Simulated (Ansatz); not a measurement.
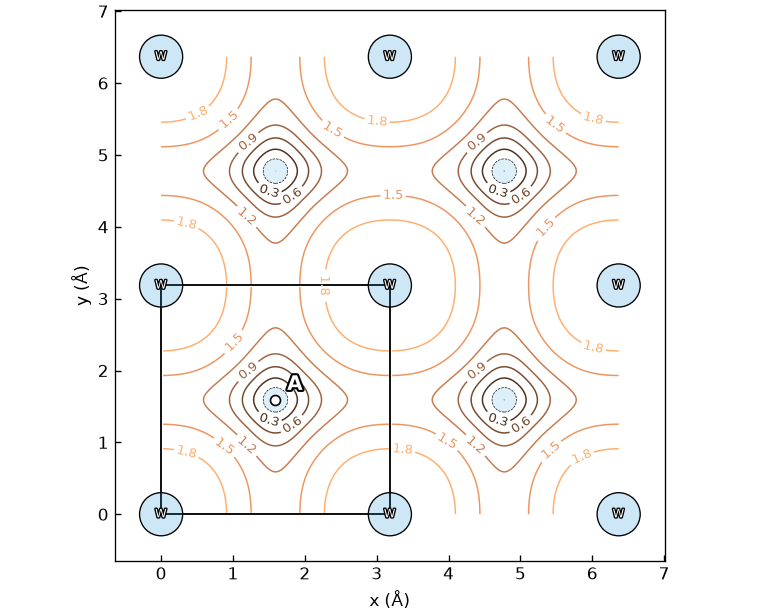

S on a W(100) slab cut from the Im-3m phase, its upper half relaxed before the scan (16 atoms of substrate and one adsorbate in a 2 × 2 cell). 
- S is moved over the surface cell; relaxed at each place: the height of the adsorbate's atoms; substrate rigid; the origin of the map has the adsorbate above W13.
- Places are given modulo a cell vector. The map is drawn in real space over the plane of the surface.
- The grid has 8 × 8 points; 15 points were computed and 49 follow by symmetry.
- Places are given in fractions of the 1 × 1 surface cell.
- Energies: eV, counted from the lowest grid point.
- These are results of DFT PBE, scalar-relativistic, plane waves, PAW (Ansatz), not measurements. Settings: cutoff 420 eV, k-mesh 4×4×1, gaussian smearing 0.1 eV, no spin polarisation.

The picture shows contour lines labelled in eV, labelled circles for the atoms of the top layer and small ones for the second layer, the outline of one cell of the 2 × 2 shown, the point A. Between grid points the surface is interpolated.

What is the easiest way out of the well at A, and how high is the barrier?

Answer. The easiest path leads from the well at a fourfold hollow over a second-layer W atom, (4/8, 4/8) of the cell vectors to its copy one period on. Its highest point lies about 1.3 eV above the bottom of the first well on the interpolated surface, at a bridge site between two W atoms, (0/8, 4/8) of the cell vectors. This is the barrier on the constrained surface; relaxing the other coordinates would change it.

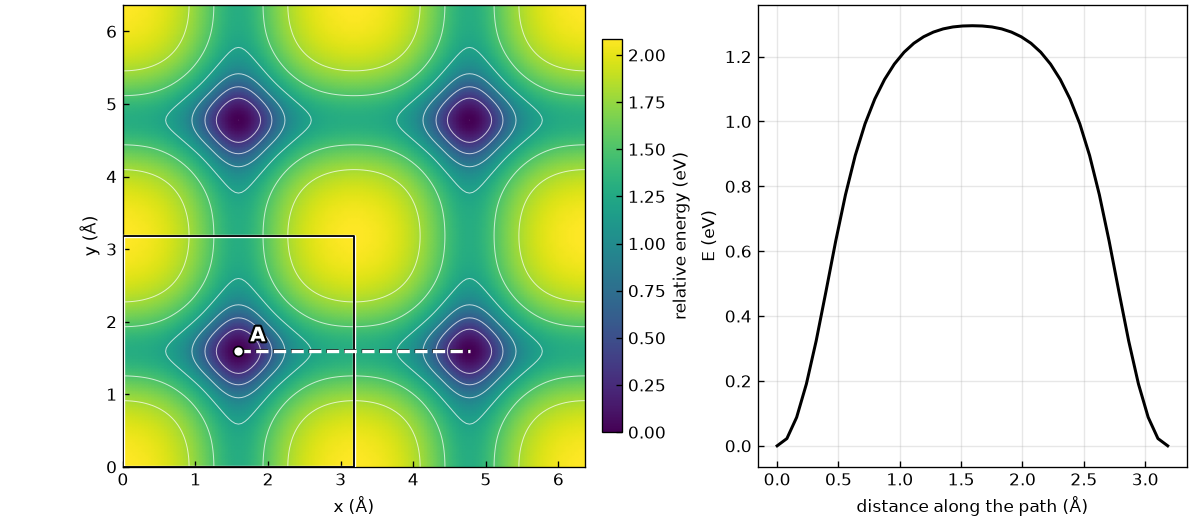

Drawn: a smooth colour map with a few white contour lines, a line along the lowest path, the outline of one cell of the 2 × 2 shown, the energy along the path at the right. Between grid points the surface is interpolated.

PAW datasets: the set soft_1.
